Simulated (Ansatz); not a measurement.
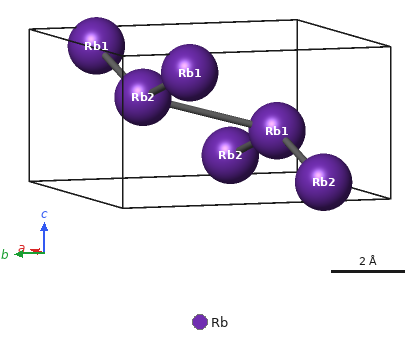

**Figure 1.** The input geometry (ball-and-stick view of the cell 2 times as large as that of the calculation, set on its symmetry axes, seen at an oblique angle; atoms are numbered from 1 in the order of the input). An atom can appear more than once, as a periodic image.

# Run report: Rb, geometry relaxation

System: Rb (I4₁/amd, 2 atoms in the cell).
Method: DFT, PBE, PAW with Ansatz's default frozen-core files, scalar-relativistic, no spin polarisation (Ansatz 0.2.0).

Its volume is 0.68 times that of the source entry. It belongs to a series of runs on one base structure; here: shape and atoms relaxed at 0.68 of the volume. Figures and captions count atoms from 1; the log counts them from 0 in places.

**Input file**
```yaml
crystal:
  lattice:
    - [-3.9162284222, 3.9162284222, 2.1122872362]
    - [3.9162284222, -3.9162284222, 2.1122872362]
    - [3.9162284222, 3.9162284222, -2.1122872362]
  atoms:
    - { symbol: Rb, position: [-0.375, -0.125, -0.25] }
    - { symbol: Rb, position: [0.375, 0.125, 0.25] }
kpoints:
  mp_grid: { grid: [9, 9, 9] }
scf:
  occupations: { method: fermi_dirac, width: 0.08 }
hamiltonian:
  xc: pbe
  pseudopotentials: { kind: paw }
output:
  forces: true
  stress: true
relax:
  f_tol: 0.005
  max_steps: 30
  cell: { stress_tol: 0.23, fix: [volume] }
```

Command:
```bash
ansatz run input.yaml --threads 1 --pin off --max-ram 2048MiB --backend cpu --events-out ev --progress --plain --runs-dir out
```

**The program's output**
```
Engine: ansatz 0.2.0, aarch64-unknown-linux-gnu
Pseudopotentials: kind: paw
Pseudopotential: Rb, paw, valence charge 9, recommended cutoff 420 eV (normal), Rb.paw.azcp
Functional definition: PBE
  parameter kappa = 0.804
  parameter beta = 0.06672455060314922
  exchange = pbe_x(kappa = kappa, mu = beta*pi^2/3)
  correlation = pbe_c(beta = beta)
Crystal: 2 atoms, lattice volume = 129.583 Å³
Basis set: ecut = 420 eV, 2499 PW (Γ), exchange–correlation on 80×80×80 points (8 copies of the dense FFT grid, shifted against one another)
Bands: 13, of which v1, the nominal top of the filled ones, is band 9 counted from 1 (8 counted from 0)
Symmetry: 16 space group operations
Space group: I41/amd (ITA 141), of the structure as read, at distance tolerance 5.1e-5 Å
k-points: 75 of 729
Non-local potential: Rb, projectors of the file, l = 0: 3, l = 1: 2, l = 2: 2
PAW form: soft (Blöchl's): semilocal exchange-correlation on the pseudo side does not see the compensation charge
PAW one-centre angular grid: Rb, 110 points (default); XC on 64 Gauss nodes
Initial density: superposition of atomic densities (neutral atoms: chi_scale 0, normalization atom), corrected by the library's trained network
Initial wavefunctions: pseudopotential atomic-orbital guess
Functional: x = pbe(κ = 0.804, μ = 0.2195149727645171), c = pbe(β = 0.06672455060314922)
SCF iter   1: F=—  HF=-6534.334228 eV  |F-HF|=—  |Δ(HF+E_count)|=         —  Δρ=7.14e-4  dr2=6.31e-4  ethr=1.77e-3  ⟨swp⟩=7.3  Hψ=6486  notcnv=0
preconditioner: auto → Kerker (q_TF=auto, 1.963 Å⁻¹)  [metal: Δε(μ)=0.017 eV  Ē_g=2.477 eV  σ=0.080 eV  W_gap=0.05  n_scr=16 (ndim 8)  ℏωp=4.6 eV  f_vac=0.000  D(μ)=1.66/eV (n_scr^D=4)]
SCF iter   2: F=—  HF=-6534.334748 eV  |F-HF|=—  |Δ(HF+E_count)|=   5.20e-4  Δρ=4.09e-4  dr2=2.61e-4  ethr=3.51e-6  ⟨swp⟩=3.0  Hψ=2563  notcnv=0
SCF iter   3: F=—  HF=-6534.334865 eV  |F-HF|=—  |Δ(HF+E_count)|=   1.17e-4  Δρ=1.14e-4  dr2=3.09e-5  ethr=1.45e-6  ⟨swp⟩=2.9  Hψ=1701  notcnv=0
SCF iter   4: F=—  HF=-6534.334878 eV  |F-HF|=—  |Δ(HF+E_count)|=   1.28e-5  Δρ=4.68e-5  dr2=6.16e-6  ethr=1.71e-7  ⟨swp⟩=1.9  Hψ=1057  notcnv=0
SCF iter   5: F=—  HF=-6534.334879 eV  |F-HF|=—  |Δ(HF+E_count)|=   1.48e-6  Δρ=1.09e-5  dr2=1.13e-7  ethr=3.42e-8  ⟨swp⟩=2.6  Hψ=1527  notcnv=0
SCF iter   6: F=-6534.334879 eV  HF=-6534.334879 eV  |F-HF|=3.09e-11  |Δ(HF+E_count)|=   7.42e-8  Δρ=2.56e-6  dr2=5.62e-9  ethr=5.56e-10  ⟨swp⟩=4.5  Hψ=3417  notcnv=0
SCF 1 converged in 6 iterations: F = -6534.334879 eV  dr2 = 5.62e-9
  greatest PAW one-centre occupation: 0.975 electrons in one spin orbital (limit 2), on the Rb atom at site 1 (counted from 0), in its partial waves of l = 0
relax step   1: F+E_penalty+E_count = -6534.33487947 eV  Δ(F+E_penalty+E_count) = +0.000e0 eV  max|allowed force component| = 4.337e-19 eV/Å  Δτ_max = 0.0000 Å  P = +1.916 GPa  Ω = 129.583 Å³  fix = [volume]  reactions: volume +1.916 GPa  (6 SCF iters, dr2 threshold 1.00e-7 eV, accepted)
Initial density: handed on by an earlier stage of this run
Initial wavefunctions: pseudopotential atomic-orbital guess (no wavefunctions were taken with the density)
iter 1 solved again at ethr=1.72e-7 eV; its pass at ethr=3.10e-3 eV (dr2=3.10e-5 eV) is discarded
SCF iter   1: F=—  HF=-6534.334879 eV  |F-HF|=—  |Δ(HF+E_count)|=         —  Δρ=2.74e-6  dr2=6.04e-9  ethr=1.72e-7  ⟨swp⟩=4.0  Hψ=10039  notcnv=0
eigensolver tolerance schedule: the retry pair's looser diagonalisation over-reported the residual by 5132.04 of it (diagonalisation noise at 0.40 of the residual, at the tolerance the schedule requests for it); recorded, not acted on — ethr = c·dr2/N_el stays at c = 1.0e-1
preconditioner: auto → Kerker (q_TF=auto, 1.963 Å⁻¹)  [metal: Δε(μ)=0.018 eV  Ē_g=2.478 eV  σ=0.080 eV  W_gap=0.06  n_scr=16 (ndim 8)  ℏωp=4.6 eV  f_vac=0.000  D(μ)=1.66/eV (n_scr^D=4)]
SCF iter   2: F=—  HF=-6534.334879 eV  |F-HF|=—  |Δ(HF+E_count)|=   2.91e-7  Δρ=1.36e-6  dr2=2.32e-9  ethr=3.35e-11  ⟨swp⟩=2.7  Hψ=1945  notcnv=0
SCF iter   3: F=-6534.334879 eV  HF=-6534.334879 eV  |F-HF|=4.18e-11  |Δ(HF+E_count)|=  5.08e-10  Δρ=2.50e-7  dr2=1.71e-10  ethr=2.35e-12  ⟨swp⟩=3.1  Hψ=4116  notcnv=0
SCF 2 converged in 3 iterations: F = -6534.334879 eV  dr2 = 1.71e-10
relax step   2: F+E_penalty+E_count = -6534.33487947 eV  Δ(F+E_penalty+E_count) = -1.210e-9 eV  max|allowed force component| = 2.168e-19 eV/Å  Δτ_max = 0.0000 Å  P = +1.916 GPa  Ω = 129.583 Å³  fix = [volume]  reactions: volume +1.916 GPa  stress off target by 1.02e-1 GPa on what of the cell is left free  SCF on the basis re-selected at this cell (its energy is not comparable with the rows above)  (3 SCF iters)
basis re-selected at this cell: Δ(F+E_penalty+E_count) = -1.210e-9 eV, ΔP = +0.000 GPa vs the last step (what re-selecting the basis moved, of the pressure what is left beyond the Pulay correction that the steps carried, after the strain that the cell walked since its last selection, with what the two solves' SCF thresholds leave and, on support functions, any second-order correction that the steps lacked; it is no measure of the basis error at this ecutwfc). This SCF's stress stands 1.02e-1 GPa from its target on what of the cell is left free (relax.cell.stress_tol is 2.30e-1 GPa) and its largest allowed force component is 2.17e-19 eV/Å (relax.f_tol is 5.00e-3 eV/Å): within both
SCF converged after 3 iterations
Free energy (F): -6534.334879 eV
Harris-Foulkes:  -6534.334879 eV  (|F-HF|=4.18e-11)
Internal energy: -6534.299514 eV  (E = F + TS)
E sigma→0 (E₀):  -6534.317197 eV
Entropy (-TS):   -0.035365 eV (-17.683 meV/atom)
Fermi energy:    3.671657 eV
--- Per-component energies (eV) ---
  E_band       = -207.962953
  E_kinetic    = 383.422376
  E_local      = -1286.282687  (includes V_loc(G=0)·N_el)
  E_nonlocal   = 347.994469
  E_hartree    = 346.407583
  E_xc         = -259.642536
  E_vxc        = -271.841767  (∫ρ·V_xc dr)
  E_paw        = -5236.175053  (= ΣΔE_a)
  E_vpaw       = -74.070815  (= ΣTr[D̂ρ^β])
  E_aug_tail   = -0.000002  (compensation charges beyond the density's cutoff)
  E_ewald      = -830.023664
  E_smearing   = -0.035365  (= −TS)
  E_closure    = -0.000000  (closes the sum)
  Σ components = -6534.334879   (vs F -6534.334879, Δ=0.00e0)
--- Forces (eV/Å), atoms counted from 1 ---
  atom   1  Rb     0.00000000     0.00000000     0.00000000
  atom   2  Rb     0.00000000    -0.00000000     0.00000000
  max |Σ_I F_I| component: 4.34e-19 eV/Å
--- Stress (GPa, compression-positive) ---
        1.865370       0.000000       0.000000
        0.000000       1.865370       0.000000
        0.000000      -0.000000       2.018139
  P = ⅓ Tr σ = 1.9163 GPa (19.163 kbar)
--- Relaxed structure (1 steps of the walk, 1 accepted, 1 SCFs on fresh bases) ---
  F+E_penalty+E_count = -6534.33487947 eV   max|allowed force component| = 2.168e-19 eV/Å   (the final SCF, on the basis selected at the relaxed cell)
  cell:  # Å, volume = 129.5833 Å³
    - [-3.9162284222, 3.9162284222, 2.1122872362]
    - [3.9162284222, -3.9162284222, 2.1122872362]
    - [3.9162284222, 3.9162284222, -2.1122872362]
  atoms:
    - { symbol: Rb, position: [-0.375, -0.12499999999999999, -0.24999999999999997] }
    - { symbol: Rb, position: [0.375, 0.12499999999999999, 0.24999999999999997] }
```

**Trajectory as extended XYZ (Å, eV, eV/Å), 2 frames, from step=1 to step=2**
```
2
Lattice="-3.9162 3.9162 2.1123 3.9162 -3.9162 2.1123 3.9162 3.9162 -2.1123" Properties=species:S:1:pos:R:3:forces:R:3 step=1 energy=-6534.33488 pressure_GPa=1.92
Rb    0.0000   -1.9581   -0.5281    0.0000   0.0000   0.0000
Rb    0.0000    1.9581    0.5281    0.0000   0.0000   0.0000
2
Lattice="-3.9162 3.9162 2.1123 3.9162 -3.9162 2.1123 3.9162 3.9162 -2.1123" Properties=species:S:1:pos:R:3:forces:R:3 step=2 energy=-6534.33488 pressure_GPa=1.92
Rb    0.0000   -1.9581   -0.5281    0.0000   0.0000   0.0000
Rb    0.0000    1.9581    0.5281    0.0000   0.0000   0.0000
```

**Key numbers**

| quantity | value |
| --- | --- |
| outcome | converged |
| space group (tolerance 0.01 Å) | I4₁/amd (141) |
| electrons treated | 18 |
| free energy | −6534.3349 eV |
| Fermi energy | 3.672 eV |
| pressure | 1.92 GPa |
| final volume | 129.58 Å³ |
| largest force (length of the vector) at the end | under 0.001 eV/Å |
| final cell | a = 5.928 Å, b = 5.928 Å, c = 5.928 Å, α = 97.30°, β = 97.30°, γ = 138.25° |
| hardware | 1 thread of Arm Neoverse V1, 112 GiB of memory available, shared host |
| wall time | 13 s |
| peak memory | 0.4 GiB |
